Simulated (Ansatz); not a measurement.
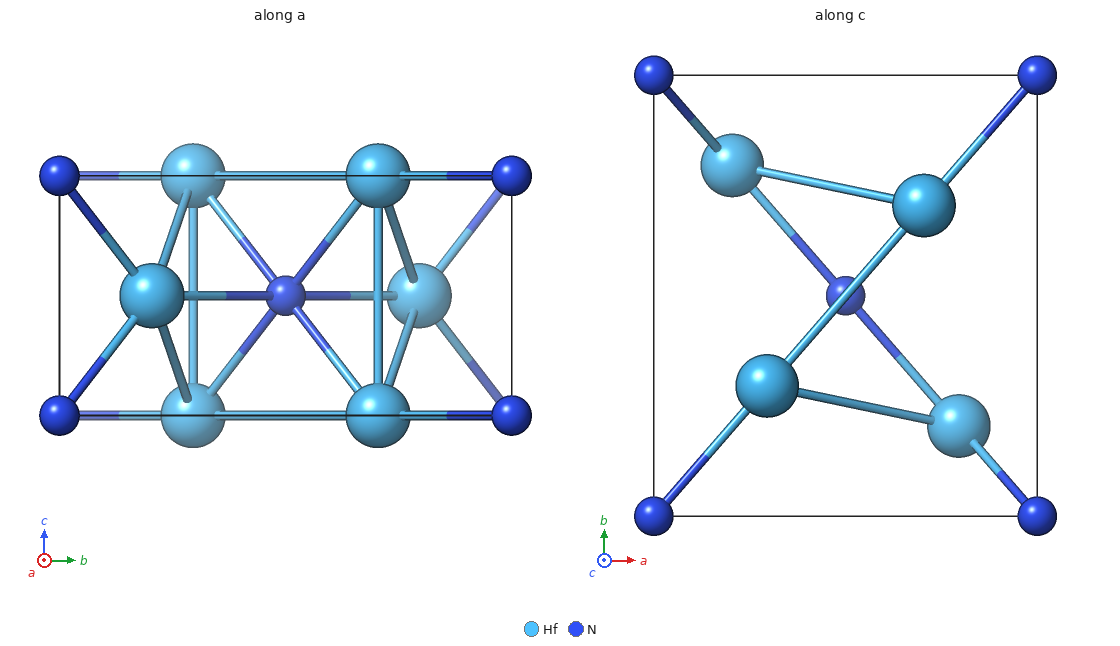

View along the a axis and along the c axis, drawn as a ball-and-stick model. The box is the simulation cell; atoms on or close to its faces, edges and corners are drawn wherever they repeat.

Input deck:
```yaml
crystal:
  lattice:
    - [5.2955389254, 0.0, 0.0]
    - [0.0, 6.0898697642, 0.0]
    - [0.0, 0.0, 3.2274489825]
  atoms:
    - { symbol: Hf, position: [0.2954633019, 0.2954633019, 0.0] }
    - { symbol: Hf, position: [0.7045366981, 0.7045366981, 0.0] }
    - { symbol: Hf, position: [0.7954633019, 0.2045366981, 0.5] }
    - { symbol: Hf, position: [0.2045366981, 0.7954633019, 0.5] }
    - { symbol: "N", position: [0.0, 0.0, 0.0] }
    - { symbol: "N", position: [0.5, 0.5, 0.5] }
basis:
  ecutwfc: 420
kpoints:
  mp_grid: { grid: [10, 10, 14] }
hamiltonian:
  xc: pbesol
scf:
  occupations: { method: gaussian, width: 0.15 }
output:
  forces: true
  stress: true
  eigenvalues: true
```
Run as:
```sh
ansatz run input.yaml --threads 1 --pin off --max-ram 2560MiB --backend cpu --events-out ev --progress --plain --runs-dir out
```

Run with Ansatz 0.2.0, DFT PBEsol, scalar-relativistic, plane waves, PAW and these settings: plane-wave cutoff 420 eV, k-grid 10×10×14, Gaussian smearing of 0.15 eV, no spin polarisation.

Question: Classify it as metallic or gapped, with the value.

Answer: A metal: bands cross the Fermi level.

Question: State the hydrostatic pressure.

Answer: The computed pressure is -19.5 GPa (stretched: it would shrink). The stress isn't hydrostatic: its largest component is 32.0 GPa.

The model was built from a structure listed in the Materials Project. The cell was then strained or its atoms displaced on purpose. It went into a calculation with Ansatz.

At this level of theory the run's own cell isn't at rest (stretched, at -19 GPa and forces up to 0.6 eV/Å), so its distances can differ from those at equilibrium, the more so the softer the solid.
